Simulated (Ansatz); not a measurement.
# Ge: what the fields show

```
Ge
1.0
     2.68543    0.00000    0.00000
     0.00000    4.28385    0.00000
     0.00000    0.00000    5.82724
Ge
3
Direct
  0.00000 0.00000 0.27702
  0.00000 0.00000 0.72298
  0.00000 0.50000 0.00000
```

Space group Pmmm; a structure generated by program, which may or may not match a known phase.

All numbers below come from DFT PBE, scalar-relativistic, plane waves, PAW (Ansatz).

The density is the valence pseudo-density of a PAW calculation; it isn't the true density close to the nuclei.

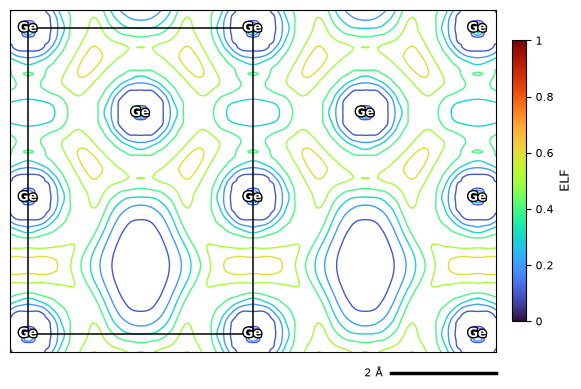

Figure 1. ELF on the (100) plane of the conventional cell.

### What do the fields say about this system?

Atoms in the plane: Ge.
Ge–Ge (2.60 Å): the ELF peaks at about 0.70 between the atoms.
Ge–Ge (2.68 Å): the ELF peaks at about 0.60 between the atoms.

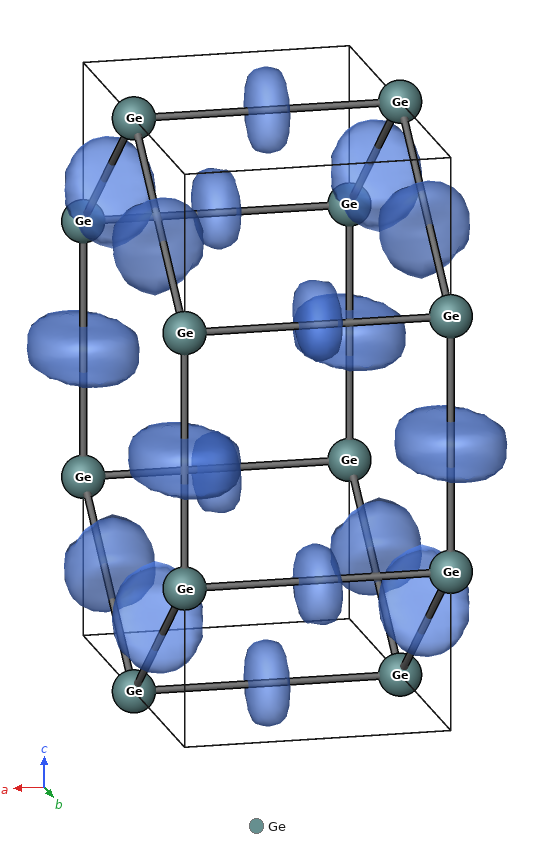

Figure 2. Isosurface of the electron localisation function at 0.55 (blue), seen at an oblique angle. Core shells and regions of very low density are left out. Sticks mark near contacts.

### Identify the bonds, lone pairs and shells in this picture.

The surface consists of eight regions between bonded Ge–Ge atoms, counted in one cell of 3 atoms. Regions shared between cells count once.

### Does the calculation make it a metal, or give it a gap?

It is gapless in this calculation (a metal or semimetal).
